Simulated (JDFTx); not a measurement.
## Hf: 7 runs along one coordinate

System: Hf (Fm-3m, 1 atom in the cell).
Method: Kohn-Sham DFT of a periodic cell, PBE, PseudoDojo-SR-PBE-0.5-standard, no spin polarisation (JDFTx 1.7.0 (patched build)).

The 7 runs differ only in the geometry, by an even scaling of the cell at fixed fractional positions. The structure derives from an entry of the Crystallography Open Database.

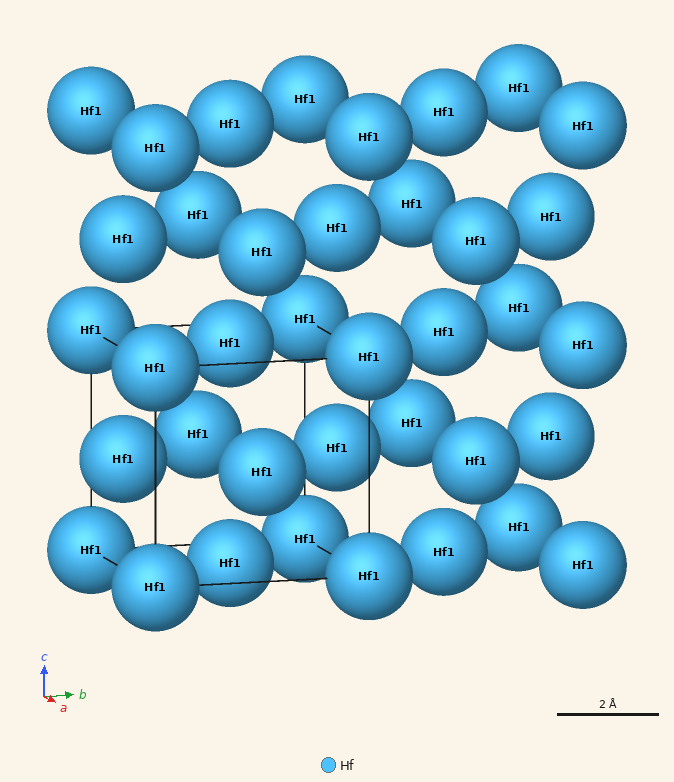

Figure 1. The structure of run 4 (spheres-only view of the cell 4 times as large as that of the calculation, set on its symmetry axes, repeated 1 × 2 × 2, seen slightly off an axis; atoms are numbered from 1 in the order of the input).

**Input of run 4**
```
lattice \
    0.0000000000     4.1951919967     4.1951919967 \
    4.1951919967     0.0000000000     4.1951919967 \
    4.1951919967     4.1951919967     0.0000000000
coords-type Lattice
ion Hf     0.0000000000     0.0000000000     0.0000000000 1

ion-species pseudo/Hf.upf
elec-cutoff 29
elec-ex-corr gga-PBE
kpoint-folding 10 10 10
elec-smearing Fermi 0.0018374661
elec-n-bands 11
electronic-SCF nIterations 100 energyDiffThreshold 1e-08
electronic-minimize nIterations 30 energyDiffThreshold 1e-7
forces-output-coords Cartesian

dump-name run.$VAR
dump End Ecomponents EigStats BandEigs Kpoints Forces Stress ElecDensity Dtot KEdensity
```

Command:
```bash
jdftx -c 1 -i Hf.in -o Hf.out
```

Run 3 differs from it as follows:
```diff
-    0.0000000000     4.1951919967     4.1951919967 \
-    4.1951919967     0.0000000000     4.1951919967 \
-    4.1951919967     4.1951919967     0.0000000000
+    0.0000000000     4.1670354973     4.1670354973 \
+    4.1670354973     0.0000000000     4.1670354973 \
+    4.1670354973     4.1670354973     0.0000000000
```

**Results, with one run withheld**

| run | volume per atom (Å³) | free energy per atom, from the lowest run given (meV) | pressure (GPa) |
| --- | --- | --- | --- |
| 1 | 20.569 | 62.98 | 11.18 |
| 2 | 21.007 | 36.43 | 8.26 |
| 3 | 21.444 | ? | ? |
| 4 | 21.882 | 5.62 | 3.17 |
| 5 | 22.320 | 0.00 | 0.97 |
| 6 | 22.757 | 0.10 | −1.05 |
| 7 | 23.195 | 5.39 | −2.85 |

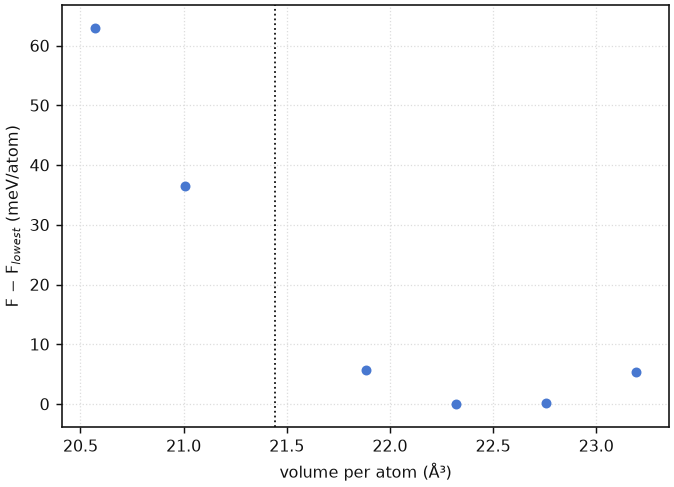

Figure 2. Free energy per atom of the runs given; the dotted line marks run 3.

What should run 3 give?

A cubic polynomial in V^(−2/3) (the Birch–Murnaghan form), fitted to the 6 runs given, misses them by at most 0.01 meV per atom. With x = V^(−2/3) − 0.12767 Å⁻², it reads F = 4.8738 + 4775.6 x + 1.0345e+06 x² − 2.2891e+05 x³ (meV per atom). At run 3 it gives 17.57 meV per atom, and the run itself gives 17.55. The slope of the fit gives a pressure −dF/dV of 5.60 GPa there, and the run prints 5.59 GPa. The fit has its minimum at 22.529 Å³ per atom, where V d²F/dV² gives 103 GPa: the bulk modulus at this level, since symmetry fixes the shape and the positions.

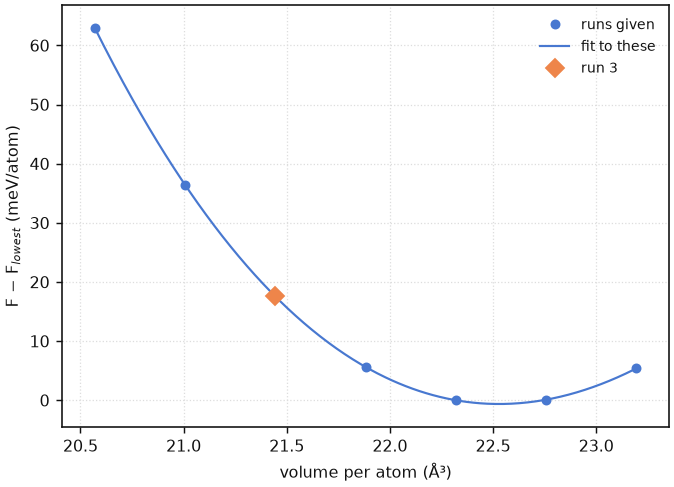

Figure 3. The fit and the withheld run.

**Some lines of the output (run 3)**
```
[...]
unit cell volume = 144.714
     Etot =      -50.0821829577541706
        F =      -50.0825683859590995
	HOMO-LUMO gap: +0.001107
	Optical gap  : +0.018845 at state 20 ( [ +0.000000 +0.200000 -0.300000 ] spin 0 )
```

Notes: Spin–orbit coupling is left out, which matters for Hf.
